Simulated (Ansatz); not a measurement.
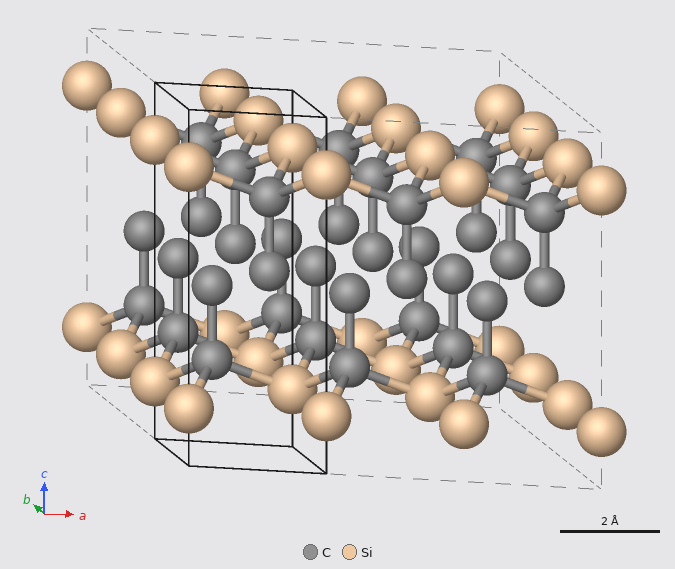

Shown here is a ball-and-stick view of the crystal, taken slightly off an axis. The conventional unit cell (solid box) is repeated to 3×3×1 cells.

SiC$_{2}$, space group P-3m1 (No. 164), a = 2.92 Å, b = 2.92 Å, c = 7.41 Å, α = 90.00°, β = 90.00°, γ = 120.00°.

Theory: Ansatz 0.2.0, DFT, r2SCAN, plane waves, PAW. Numerical settings: E_cut = 500 eV, 9×9×4 k-mesh, no spin polarisation.

Question: Classify it as metallic or gapped, with the value.

Answer: A semiconductor at this level, with a gap of 0.71 eV, indirect; the smallest direct gap is 2.62 eV.

Question: Give the high-frequency dielectric constant.

Answer: ε∞ averages 7.5.

The structure comes from a structure type filled with these elements by a generator (whether the compound takes this form wasn't checked). Earlier steps of the study, as a rule a relaxation of our own, may have changed the cell and positions, so they can lie some per cent off the listed ones. A calculation with Ansatz used it as input.
